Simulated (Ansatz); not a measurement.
# PtS₂: molecular dynamics (part 1 of 2)

The run: molecular dynamics of PtS₂ (R3m, 3 atoms in the cell). Method and program: DFT, PBEsol, plane waves, PAW, no spin polarisation (Ansatz 0.2.0).

The structure was built on a prototype by a generator. The geometry comes from this level: r2scan-rvv10. It belongs to a series of runs on one base structure; here: NVT, Langevin thermostat at 600 K.

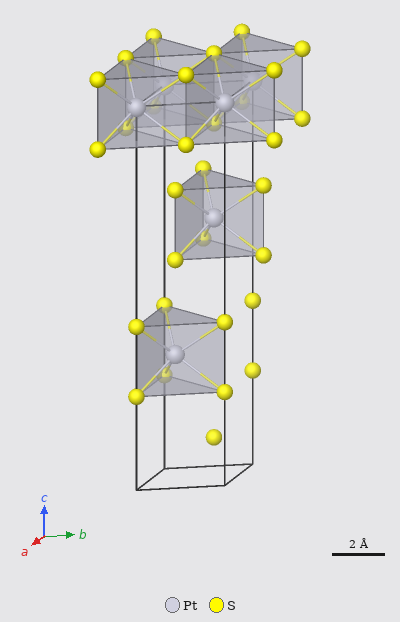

*The structure as given in the input (polyhedral view of the cell 3 times as large as that of the calculation, set on its symmetry axes, seen slightly off an axis; polyhedra are completed across the faces of the cell). An atom can appear more than once, as a periodic image.*

Summary:

- outcome: finished
- mean temperature over the second half: 614 K
- trajectory: 20 steps, 20 fs
- ensemble: nvt_langevin
- temperature in the input: 600 K
- time step: 1.0 fs
- space group of the start (tolerance 0.01 Å): R3m (160)
- electrons treated: 30
- potential energy (free energy of the electrons) (last step): −14153.2774 eV
- Fermi energy (last step): 11.606 eV
- largest force (length of the vector) (last step): 0.284 eV/Å
- hardware: 4 threads of Arm Neoverse V1, 112 GiB of memory available, shared host
- wall time: 13 s (CPU time 48 s)
- peak memory: 0.38 GiB

Spin–orbit coupling is left out, which matters for Pt. The k-point mesh is coarse for a cell of this size, so the results may not be converged. So short a trajectory is not equilibrated. The logged temperature at the start can lie below the typed one, since it is counted over all degrees of freedom.

The input:
```yaml
crystal:
  lattice:
    - [1.7391392326, 1.0040925041, 5.0958703778]
    - [-1.7391392326, 1.0040925041, 5.0958703778]
    - [0.0, -2.0081850081, 5.0958703778]
  atoms:
    - { symbol: Pt, position: [-0.002625646, -0.002625646, -0.002625646] }
    - { symbol: S, position: [0.4255983386, 0.4255983386, 0.4255983386] }
    - { symbol: S, position: [0.243693974, 0.243693974, 0.243693974] }
kpoints:
  mp_grid: { grid: [4, 4, 4] }
hamiltonian:
  xc: pbesol
scf:
  occupations: { method: fermi_dirac, width: 0.052 }
md:
  ensemble: nvt_langevin
  temperature: 600
  timestep: 1.0
  n_steps: 20
  initial_velocities: maxwell_boltzmann
  seed: 680
```

Command:
```bash
ansatz run input.yaml --threads 4 --pin off --max-ram 3686MiB --backend cpu --events-out ev --progress --plain --runs-dir out
```

What the program printed:
```
Warning: md: disabling space-group detection — thermal motion breaks the input geometry's symmetry, so no spatial operation reduces the k-mesh or symmetrises the density; time reversal is kept, so that k and −k are solved as one point where they differ and the mesh holds both, and exact exchange and, on two spinor components, a DFT+U term hold to it where the run has them: on two components no moment then forms, and a state that bears one, which a typed moment (crystal.atoms[].spin; refused beside efield: under a hybrid functional) reaches, can lie lower, under hf by electronvolts; crystal.symmetry.detect: false (a key that needs symmetry detection or time reversal refuses this as the deck is read) with time_reversal: false beside it drops time reversal too
basis.fft_grid_basis auto: the FFT boxes are laid along the combinations [[1, 0, -1], [0, 1, -1], [0, 0, 1]] of the cell's own vectors, 3.478, 3.478 and 5.477 Å long. The dense box has 24×24×40 points. Along the cell's own vectors, as sized, it would have 40×40×40, 2.78 times as many. Of the 6 symmetry operations that the crystal satisfies within crystal.symmetry.tolerance (time reversal apart; of a slab, those that keep its plane) the dense box along the cell's own vectors carries 6, and the one as laid loses 4 of those. basis.fft_grid_basis: typed keeps the cell's own vectors: state it where this run's energies or levels are differenced outside the engine with another run's, or held beside a run that keeps those vectors.
Engine: ansatz 0.2.0, aarch64-unknown-linux-gnu
Pseudopotentials: kind: paw
Pseudopotential: Pt, paw, valence charge 18, recommended cutoff 420 eV (normal), Pt.paw.azcp
Pseudopotential: S, paw, valence charge 6, recommended cutoff 420 eV (normal), S.paw.azcp
Functional definition: PBEsol
  exchange = pbesol_x
  correlation = pbesol_c
Crystal: 3 atoms, lattice volume = 53.392 Å³
Basis set: ecut = 420 eV, 1025 PW (Γ), FFT grids on a1−a3, a2−a3, a3, exchange–correlation on 48×48×80 points (8 copies of the dense FFT grid, shifted against one another)
Bands: 19, of which v1, the nominal top of the filled ones, is band 15 counted from 1 (14 counted from 0)
Symmetry: 1 space group operations
k-points: 36 of 64 (time reversal used)
Non-local potential: Pt, projectors of the file, l = 0: 3, l = 1: 2, l = 2: 2, l = 3: 1
Non-local potential: S, projectors of the file, l = 0: 2, l = 1: 2, l = 2: 2
PAW form: soft (Blöchl's): semilocal exchange-correlation on the pseudo side does not see the compensation charge
PAW frozen core: Pt, regenerated for the run's functional, and the local potential with it (the file was generated under x = pbe(κ = 0.804, μ = 0.2195149727645171), c = pbe(β = 0.06672455060314922))
PAW frozen core: S, regenerated for the run's functional, and the local potential with it (the file was generated under x = pbe(κ = 0.804, μ = 0.2195149727645171), c = pbe(β = 0.06672455060314922))
PAW one-centre angular grid: Pt, 590 points (default); XC on 64 Gauss nodes
PAW one-centre angular grid: S, 110 points (default); XC on 64 Gauss nodes
Initial density: superposition of atomic densities (neutral atoms: chi_scale 0, normalization atom), corrected by the library's trained network
Initial wavefunctions: pseudopotential atomic-orbital guess
Functional: x = pbesol(κ = 0.804, μ = 0.12345679012345678), c = pbesol(β = 0.046)
SCF iter   1: F=—  HF=-14153.324365 eV  |F-HF|=—  |Δ(HF+E_count)|=         —  Δρ=9.96e-3  dr2=7.10e-2  ethr=1.77e-3  ⟨swp⟩=5.2  Hψ=3375  notcnv=0
preconditioner: auto → none  [insulator: Δε(μ)=0.145 eV  Ē_g=8.965 eV  σ=0.052 eV  W_gap=0.51  n_scr=16 (ndim 8)  ℏωp=23.8 eV  f_vac=0.007  D(μ)=1.05/eV (n_scr^D=2)  ε∞_Penn≈8.1]
SCF iter   2: F=—  HF=-14153.311507 eV  |F-HF|=—  |Δ(HF+E_count)|=   1.29e-2  Δρ=4.04e-3  dr2=1.08e-2  ethr=2.37e-4  ⟨swp⟩=2.0  Hψ=1097  notcnv=0
SCF iter   3: F=—  HF=-14153.309949 eV  |F-HF|=—  |Δ(HF+E_count)|=   1.56e-3  Δρ=7.10e-4  dr2=4.03e-4  ethr=3.61e-5  ⟨swp⟩=2.6  Hψ=1051  notcnv=0
SCF iter   4: F=—  HF=-14153.309873 eV  |F-HF|=—  |Δ(HF+E_count)|=   7.53e-5  Δρ=3.20e-4  dr2=4.27e-5  ethr=1.34e-6  ⟨swp⟩=2.0  Hψ=1008  notcnv=0
SCF iter   5: F=—  HF=-14153.309867 eV  |F-HF|=—  |Δ(HF+E_count)|=   6.58e-6  Δρ=6.79e-5  dr2=1.93e-6  ethr=1.42e-7  ⟨swp⟩=2.4  Hψ=1049  notcnv=0
SCF iter   6: F=—  HF=-14153.309861 eV  |F-HF|=—  |Δ(HF+E_count)|=   5.85e-6  Δρ=1.25e-5  dr2=4.96e-8  ethr=6.42e-9  ⟨swp⟩=2.3  Hψ=995  notcnv=0
SCF iter   7: F=—  HF=-14153.309861 eV  |F-HF|=—  |Δ(HF+E_count)|=   2.17e-8  Δρ=3.28e-6  dr2=3.04e-9  ethr=1.00e-11  ⟨swp⟩=5.0  Hψ=2737  notcnv=0
SCF iter   8: F=-14153.309861 eV  HF=-14153.309861 eV  |F-HF|=7.28e-12  |Δ(HF+E_count)|=   1.80e-9  Δρ=5.33e-7  dr2=8.79e-11  ethr=1.00e-11  ⟨swp⟩=4.0  Hψ=2253  notcnv=0
SCF 1 converged in 8 iterations: F = -14153.309861 eV  dr2 = 8.79e-11
  greatest PAW one-centre occupation: 1.000 electrons in one spin orbital (limit 2), on the Pt atom at site 0 (counted from 0), in its partial waves of l = 0
md step     0: t =     0.00 fs  T =   400.0 K  F+E_penalty+E_count = -14153.30986106 eV  E_kin = 0.155112 eV  (8 SCF iters)
Initial density: handed on by an earlier stage of this run
Initial wavefunctions: those handed on with the density
iter 1 solved again at ethr=2.22e-7 eV; its pass at ethr=3.10e-3 eV (dr2=6.65e-5 eV) is discarded
SCF iter   1: F=—  HF=-14153.310009 eV  |F-HF|=—  |Δ(HF+E_count)|=         —  Δρ=4.77e-4  dr2=5.05e-5  ethr=2.22e-7  ⟨swp⟩=3.6  Hψ=4092  notcnv=0
preconditioner: auto → Kerker (q_TF=auto, 2.478 Å⁻¹)  [metal: Δε(μ)=0.134 eV  Ē_g=8.947 eV  σ=0.052 eV  W_gap=0.46  n_scr=16 (ndim 8)  ℏωp=23.8 eV  f_vac=0.003  D(μ)=1.08/eV (n_scr^D=2)]
SCF iter   2: F=—  HF=-14153.309995 eV  |F-HF|=—  |Δ(HF+E_count)|=   1.39e-5  Δρ=2.51e-4  dr2=1.53e-5  ethr=1.68e-7  ⟨swp⟩=1.0  Hψ=684  notcnv=0
SCF iter   3: F=—  HF=-14153.309990 eV  |F-HF|=—  |Δ(HF+E_count)|=   4.58e-6  Δρ=2.73e-5  dr2=3.07e-7  ethr=5.10e-8  ⟨swp⟩=2.0  Hψ=1080  notcnv=0
SCF iter   4: F=—  HF=-14153.309992 eV  |F-HF|=—  |Δ(HF+E_count)|=   1.92e-6  Δρ=5.79e-6  dr2=1.97e-8  ethr=1.02e-9  ⟨swp⟩=2.0  Hψ=1195  notcnv=0
iter 5 did not close the SCF: its close was put off for the readings that it lacked (scf_convergence_deferred on its scf_iter line)
SCF iter   5: F=-14153.309992 eV  HF=-14153.309992 eV  |F-HF|=1.80e-10  |Δ(HF+E_count)|=   2.87e-9  Δρ=2.05e-6  dr2=2.12e-9  ethr=6.58e-11  ⟨swp⟩=2.0  Hψ=1075  notcnv=0
SCF iter   6: F=-14153.309992 eV  HF=-14153.309992 eV  |F-HF|=2.00e-11  |Δ(HF+E_count)|=  4.98e-10  Δρ=3.78e-7  dr2=1.04e-10  ethr=7.08e-12  ⟨swp⟩=2.1  Hψ=2437  notcnv=0
SCF 2 converged in 6 iterations: F = -14153.309992 eV  dr2 = 1.04e-10
md step     1: t =     1.00 fs  T =   309.1 K  F+E_penalty+E_count = -14153.30999216 eV  E_kin = 0.119870 eV  (6 SCF iters)
[... from here on the SCF iterations and repeated set-up lines of each step are left out, up to the last step ...]
SCF 3 converged in 6 iterations: F = -14153.309988 eV  dr2 = 1.60e-10
md step     2: t =     2.00 fs  T =   261.1 K  F+E_penalty+E_count = -14153.30998775 eV  E_kin = 0.101253 eV  (6 SCF iters)
SCF 4 converged in 6 iterations: F = -14153.309855 eV  dr2 = 1.79e-10
md step     3: t =     3.00 fs  T =   304.6 K  F+E_penalty+E_count = -14153.30985466 eV  E_kin = 0.118107 eV  (6 SCF iters)
SCF 5 converged in 6 iterations: F = -14153.309572 eV  dr2 = 1.51e-10
md step     4: t =     4.00 fs  T =   329.7 K  F+E_penalty+E_count = -14153.30957173 eV  E_kin = 0.127870 eV  (6 SCF iters)
SCF 6 converged in 5 iterations: F = -14153.309120 eV  dr2 = 1.56e-10
md step     5: t =     5.00 fs  T =   327.0 K  F+E_penalty+E_count = -14153.30912022 eV  E_kin = 0.126807 eV  (5 SCF iters)
SCF 7 converged in 4 iterations: F = -14153.308519 eV  dr2 = 3.42e-10
md step     6: t =     6.00 fs  T =   364.1 K  F+E_penalty+E_count = -14153.30851935 eV  E_kin = 0.141204 eV  (4 SCF iters)
SCF 8 converged in 3 iterations: F = -14153.307766 eV  dr2 = 2.12e-9
md step     7: t =     7.00 fs  T =   388.4 K  F+E_penalty+E_count = -14153.30776577 eV  E_kin = 0.150609 eV  (3 SCF iters)
SCF 9 converged in 3 iterations: F = -14153.306845 eV  dr2 = 1.57e-9
md step     8: t =     8.00 fs  T =   401.3 K  F+E_penalty+E_count = -14153.30684477 eV  E_kin = 0.155635 eV  (3 SCF iters)
SCF 10 converged in 4 iterations: F = -14153.305737 eV  dr2 = 2.21e-9
md step     9: t =     9.00 fs  T =   527.5 K  F+E_penalty+E_count = -14153.30573699 eV  E_kin = 0.204555 eV  (4 SCF iters)
SCF 11 converged in 6 iterations: F = -14153.304425 eV  dr2 = 3.60e-10
md step    10: t =    10.00 fs  T =   532.7 K  F+E_penalty+E_count = -14153.30442509 eV  E_kin = 0.206569 eV  (6 SCF iters)
SCF 12 converged in 4 iterations: F = -14153.302917 eV  dr2 = 2.72e-10
md step    11: t =    11.00 fs  T =   581.7 K  F+E_penalty+E_count = -14153.30291718 eV  E_kin = 0.225558 eV  (4 SCF iters)
SCF 13 converged in 3 iterations: F = -14153.301218 eV  dr2 = 6.89e-10
md step    12: t =    12.00 fs  T =   541.7 K  F+E_penalty+E_count = -14153.30121807 eV  E_kin = 0.210053 eV  (3 SCF iters)
SCF 14 converged in 4 iterations: F = -14153.299319 eV  dr2 = 1.82e-9
md step    13: t =    13.00 fs  T =   518.3 K  F+E_penalty+E_count = -14153.29931905 eV  E_kin = 0.201001 eV  (4 SCF iters)
SCF 15 converged in 4 iterations: F = -14153.297144 eV  dr2 = 6.58e-10
md step    14: t =    14.00 fs  T =   587.2 K  F+E_penalty+E_count = -14153.29714367 eV  E_kin = 0.227711 eV  (4 SCF iters)
SCF 16 converged in 4 iterations: F = -14153.294655 eV  dr2 = 3.41e-10
md step    15: t =    15.00 fs  T =   629.9 K  F+E_penalty+E_count = -14153.29465475 eV  E_kin = 0.244271 eV  (4 SCF iters)
SCF 17 converged in 4 iterations: F = -14153.291796 eV  dr2 = 2.61e-10
md step    16: t =    16.00 fs  T =   670.5 K  F+E_penalty+E_count = -14153.29179607 eV  E_kin = 0.259992 eV  (4 SCF iters)
SCF 18 converged in 3 iterations: F = -14153.288504 eV  dr2 = 2.27e-9
md step    17: t =    17.00 fs  T =   697.7 K  F+E_penalty+E_count = -14153.28850355 eV  E_kin = 0.270571 eV  (3 SCF iters)
SCF 19 converged in 4 iterations: F = -14153.284911 eV  dr2 = 4.17e-10
md step    18: t =    18.00 fs  T =   674.2 K  F+E_penalty+E_count = -14153.28491108 eV  E_kin = 0.261457 eV  (4 SCF iters)
SCF 20 converged in 4 iterations: F = -14153.281141 eV  dr2 = 4.46e-10
md step    19: t =    19.00 fs  T =   679.0 K  F+E_penalty+E_count = -14153.28114108 eV  E_kin = 0.263288 eV  (4 SCF iters)
iter 1 solved again at ethr=1.02e-6 eV; its pass at ethr=3.10e-3 eV (dr2=3.06e-4 eV) is discarded
SCF iter   1: F=—  HF=-14153.277413 eV  |F-HF|=—  |Δ(HF+E_count)|=         —  Δρ=8.48e-4  dr2=1.83e-4  ethr=1.02e-6  ⟨swp⟩=2.1  Hψ=3799  notcnv=0
preconditioner: auto → Kerker (q_TF=auto, 2.478 Å⁻¹)  [metal: Δε(μ)=0.049 eV  Ē_g=8.926 eV  σ=0.052 eV  W_gap=0.23  n_scr=16 (ndim 8)  ℏωp=23.8 eV  f_vac=0.002  D(μ)=1.00/eV (n_scr^D=2)]
SCF iter   2: F=—  HF=-14153.277389 eV  |F-HF|=—  |Δ(HF+E_count)|=   2.39e-5  Δρ=4.42e-4  dr2=5.96e-5  ethr=6.10e-7  ⟨swp⟩=1.0  Hψ=684  notcnv=0
SCF iter   3: F=—  HF=-14153.277374 eV  |F-HF|=—  |Δ(HF+E_count)|=   1.46e-5  Δρ=4.13e-5  dr2=2.09e-6  ethr=1.99e-7  ⟨swp⟩=1.0  Hψ=684  notcnv=0
SCF iter   4: F=—  HF=-14153.277372 eV  |F-HF|=—  |Δ(HF+E_count)|=   1.67e-6  Δρ=1.28e-5  dr2=2.03e-7  ethr=6.97e-9  ⟨swp⟩=2.1  Hψ=1006  notcnv=0
SCF iter   5: F=—  HF=-14153.277372 eV  |F-HF|=—  |Δ(HF+E_count)|=   2.67e-8  Δρ=3.80e-6  dr2=1.34e-8  ethr=6.78e-10  ⟨swp⟩=2.1  Hψ=1031  notcnv=0
SCF iter   6: F=-14153.277372 eV  HF=-14153.277372 eV  |F-HF|=1.15e-10  |Δ(HF+E_count)|=  2.02e-10  Δρ=1.19e-6  dr2=1.27e-9  ethr=1.00e-11  ⟨swp⟩=4.0  Hψ=2309  notcnv=0
SCF 21 converged in 6 iterations: F = -14153.277372 eV  dr2 = 1.27e-9
md step    20: t =    20.00 fs  T =   636.2 K  F+E_penalty+E_count = -14153.27737241 eV  E_kin = 0.246712 eV  (6 SCF iters)
```

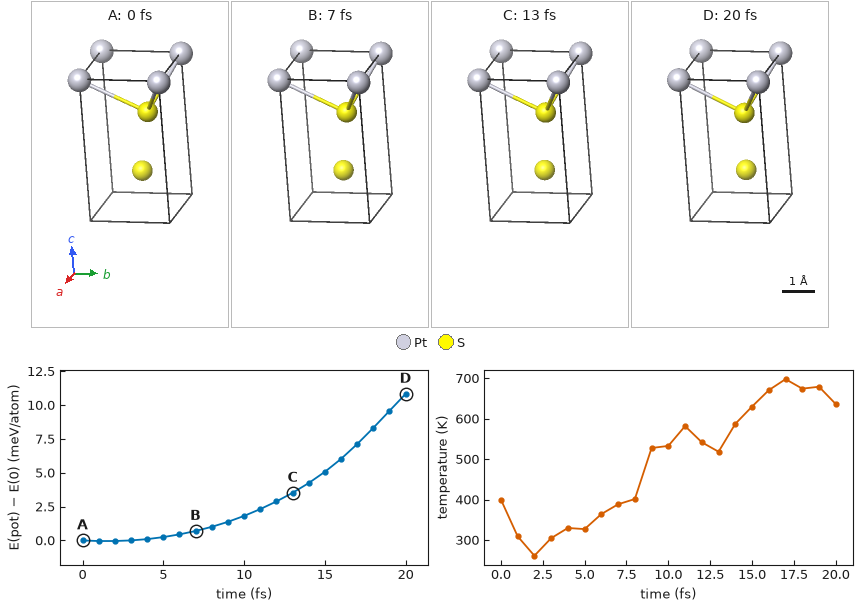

*Frames of the molecular dynamics (ball-and-stick, reduced simulation cell, seen slightly off an axis) above the curves, on which the letters mark them.*

The trajectory kept here has 21 frames over 20 fs. The temperature starts at 400 K, ranges from 261 to 698 K and averages 614 K over the second half. The potential energy ends 10.8 meV/atom above its first value. With the common drift removed, the root-mean-square displacement is 0.10 Å.
